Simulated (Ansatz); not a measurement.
WS2: several calculations on one system

Part 1: Relaxation

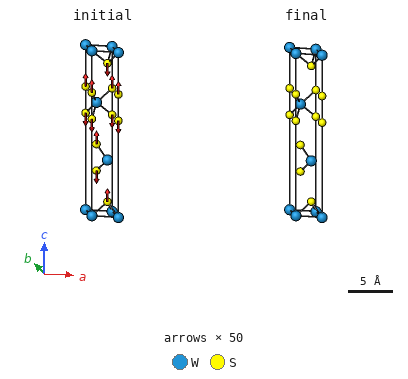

The structure of solid WS$_{2}$ (set up in R3m) before (left) and after (right) a relaxation, at one scale. The red arrows give the displacements (the part carried along by the change of the cell is left out), magnified 50 times.

Style: ball-and-stick. Shown: the conventional cell (3 times the calculation's cell), slightly off an axis. Lengths and directions refer to the drawn axes.

Method: Ansatz 0.2.0, DFT PBEsol, scalar-relativistic, plane waves, PAW.

Input file:
```yaml
crystal:
  lattice:
    - [1.5924332554, 0.9193917687, 6.4898005779]
    - [-1.5924332554, 0.9193917687, 6.4898005779]
    - [0.0, -1.8387835373, 6.4898005779]
  atoms:
    - { symbol: W, position: [0.00066787, 0.00066787, 0.00066787] }
    - { symbol: S, position: [0.41411232, 0.41411232, 0.41411232] }
    - { symbol: S, position: [0.25391981, 0.25391981, 0.25391981] }
basis:
  ecutwfc: 420
kpoints:
  mp_grid: { grid: [12, 12, 12] }
hamiltonian:
  xc: pbesol
scf:
  occupations: { method: gaussian, width: 0.02 }
output:
  forces: true
  stress: true
  eigenvalues: true
  write_density: true
  write_potential: true
  elf: true
  volumetric_format: npy
relax:
  adjacent_minimum: "off"
  f_tol: 0.005
  max_steps: 80
  cell: { stress_tol: 0.05 }
```

Run as
```bash
ansatz run input.yaml --threads 1 --pin off --max-ram 2560MiB --backend cpu --events-out ev --progress --plain --runs-dir out
```

What changed between the two?

After 4 accepted moves (6 points after the start) the energy has fallen by 5.3 meV per atom. Largest force component: 0.12 eV/Å at the start, under 0.0001 eV/Å at the end. The pressure goes from −2.88 to −0.01 GPa. The line search rejected the trial step at point 1 of the run. At 1 point the geometry stayed and the basis and grid were re-selected for the new cell (energy shift of 0.1 meV per atom at most each time). The largest moves relative to the cell, 0.033 Å, are those of S2 and S3. S3 goes along +c. W stays in place. The volume changes by −3.9 %, with a = b 3.185 → 3.147 Å (−1.2 %), c 19.469 → 19.155 Å (−1.6 %). Among the contacts that change: W1–W1 3.185 → 3.147 Å, W1–S2 2.411 → 2.399 Å. The space group stays R3m (No. 160).

Part 2: Relaxation

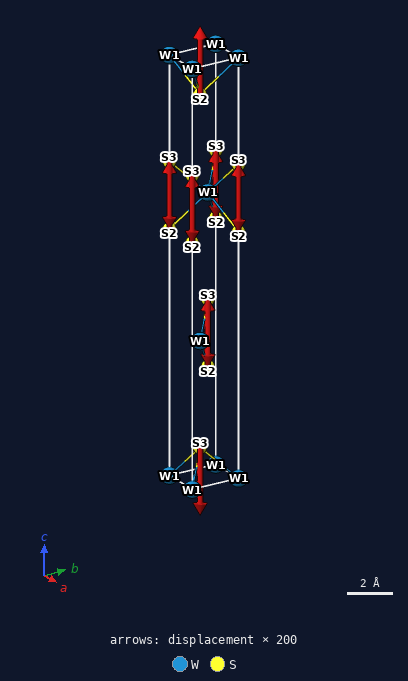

This is a relaxation of crystalline WS$_{2}$ (set up in R3m). The starting structure is drawn; red arrows show the displacements (the part carried along by the change of the cell is left out), 200 times their true length.

Style: ball-and-stick. Shown: the conventional cell (3 times the calculation's cell), slightly off an axis. Lengths and directions refer to the drawn axes.

All numbers below come from DFT r2SCAN, scalar-relativistic, plane waves, PAW (Ansatz). (plane-wave cutoff 500 eV; k-point mesh 12 × 12 × 12; occupations gaussian; smearing width 0.02 eV; no spin polarisation; cell and atoms relaxed; force threshold 0.005 eV/Å; at most 80 steps)

> Which element moves most?

Sulfur: up to 0.016 Å, against 0.000 Å for tungsten.

> Describe the change and its energy.

Over 3 accepted moves (5 points after the start) the energy falls by 0.1 meV per atom. The largest force component goes from 0.036 to 0.0004 eV/Å. Pressure: −0.23 GPa at the start and 0.00 GPa at the end. The line search rejected the trial step at point 3 of the run. The SCF was repeated once at an unchanged geometry on a basis and grid sized afresh for the cell, which shifted the energy by less than 0.05 meV per atom at most. The largest moves relative to the cell, 0.016 Å, are those of S2 and S3. S2 goes along +c. W stays in place. The volume changes by +0.8 %, with a = b 3.185 → 3.182 Å (−0.1 %), c 19.469 → 19.664 Å (+1.0 %). The space group stays R3m (No. 160). Cost: 3.9 min on 1 thread of Arm Neoverse V2, with other jobs on the host, peak memory 0.62 GiB.

Part 3: Series

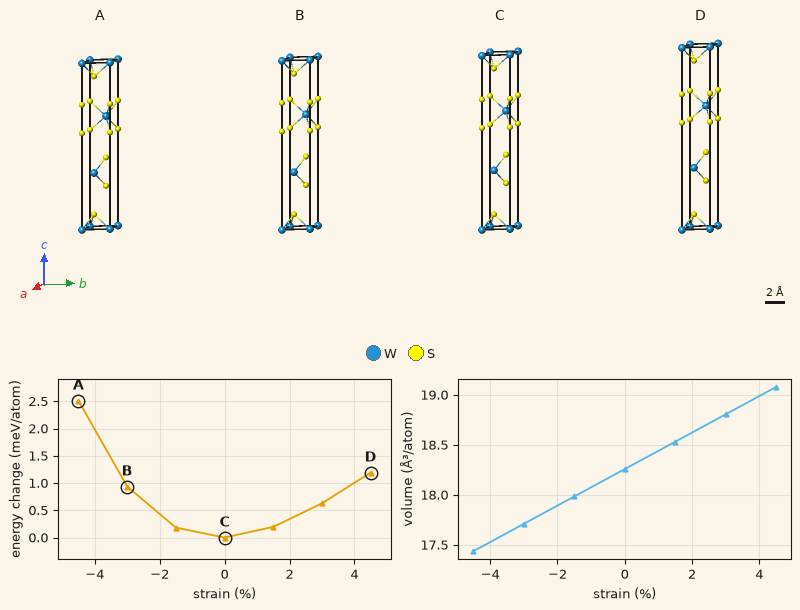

Members of a series of calculations on crystalline WS₂ (set up in R3m), marked on the first curve. Style: ball-and-stick. Shown: the cell of the calculation, slightly off an axis.

The calculation used DFT PBEsol, scalar-relativistic, plane waves, PAW (Ansatz 0.2.0). Set-up: plane-wave cutoff 420 eV; k-point mesh 12 × 12 × 2; occupations gaussian; smearing width 0.02 eV; no spin polarisation.

> Describe the series.

Strain along c alone, the other axes held, atoms relaxed. A (strain −4.5 %): energy change 2.5 meV/atom, volume 17.44 Å³ per atom. B (strain −3.0 %): energy change 0.9 meV/atom, volume 17.71 Å³ per atom. C (strain 0.0 %): energy change 0.0 meV/atom, volume 18.26 Å³ per atom. D (strain 4.5 %): energy change 1.2 meV/atom, volume 19.08 Å³ per atom. The rest compares A with D. The volume changes by +9.4 %, with a = b unchanged at 3.147 Å, c 18.293 → 20.017 Å (+9.4 %). 

Limits of the set-up: layers or molecules are held without a dispersion correction, so their spacing is unreliable.
